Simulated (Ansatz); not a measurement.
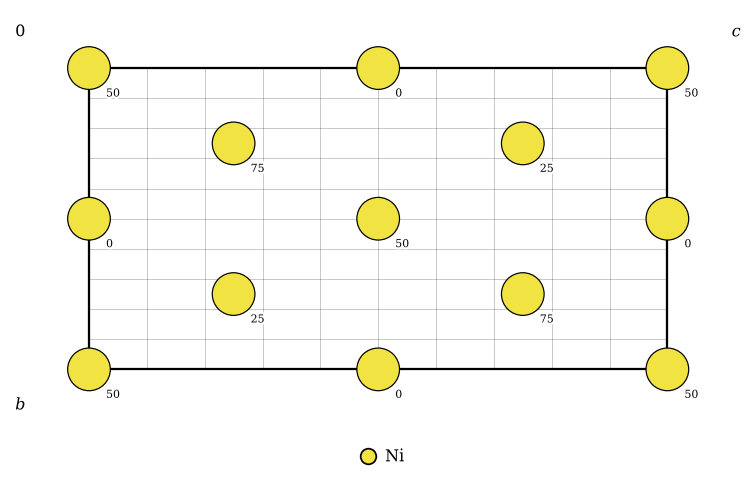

Plan of a unit cell projected along a (b down the page, c across); the numbers are heights in hundredths of a, and atoms on the cell's edges are repeated. The grid marks tenths of b and c. Source: the input geometry of an electronic-structure calculation (not necessarily at equilibrium); the starting structure was generated, so it need not be a known form of this composition. Geometry calculated from the standardised cell; symmetry tolerance 0.002 Å.

a = 2.451 Å, b = 4.371 Å, c = 8.390 Å, α = 90.00°, β = 90.00°, γ = 90.00°.

Question: What does the cell contain?

Answer: 8 Ni: Ni, Z = 8.

Question: Give the fractional coordinates of all atoms, to two places.

Answer:
```csv
atom,x,y,z
Ni,0.50,0.50,0.50
Ni,0.75,0.25,0.25
Ni,0.50,0.00,0.00
Ni,0.75,0.75,0.75
Ni,0.00,0.50,0.00
Ni,0.25,0.25,0.75
Ni,0.00,0.00,0.50
Ni,0.25,0.75,0.25
```
